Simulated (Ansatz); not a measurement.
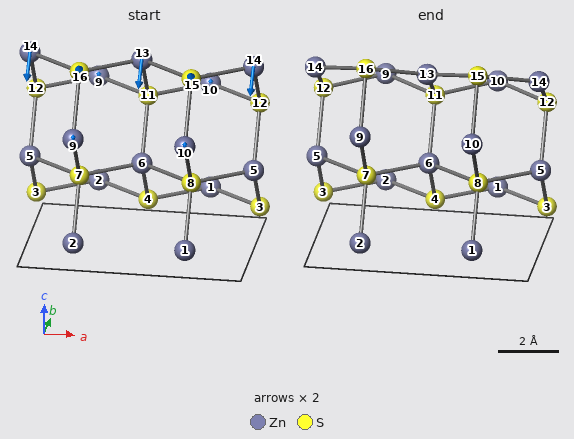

The structure of a slab of composition ZnS (cut from the F-43m phase) before (left) and after (right) a constrained relaxation, at one scale. The blue arrows give the displacements, 2 times their true length.

The picture is a ball-and-stick view of the cell of the calculation, outlined in the plane, without the vacuum (origin shifted), seen from a free direction.

Case: clean slab, lower planes held. The slab is the (1 1 0) face of ZnS. 8 atoms are held fixed.

Method: Ansatz 0.2.0, DFT PBE+D3(BJ), scalar-relativistic, plane waves, PAW. Settings: plane-wave cutoff 420 eV; k-point mesh 2 × 3 × 1; occupations gaussian; smearing width 0.05 eV; no spin polarisation; dipole correction; atoms relaxed in a fixed cell; force threshold 0.03 eV/Å; at most 70 steps.

Q: Describe what moved and what it gained.

A: Over 4 geometry steps the energy falls by 0.877 eV per cell of the calculation. Largest force component: 1.1 eV/Å at the start, 0.014 eV/Å at the end. The largest moves, 0.53 Å, are those of Zn13 and Zn14. Zn13 goes at 42° to the normal (−c side). By element the largest moves are Zn 0.53 Å, S 0.19 Å. The cell stays as it was. Some distances before and after: Zn13–S15 2.328 → 2.259 Å, S7–Zn9 2.328 → 2.389 Å, S11–Zn13 2.328 → 2.272 Å, Zn5–S12 2.328 → 2.345 Å. Among the angles between lasting bonds that change: Zn10–S15–Zn13 109.5° → 92.8°, Zn5–S12–Zn14 109.5° → 95.9°, S11–Zn13–S15 109.5° → 121.6°. Cost: 42 s on 4 threads of AMD EPYC 9R14 (Zen 4), on a shared host, peak memory 1.5 GiB.
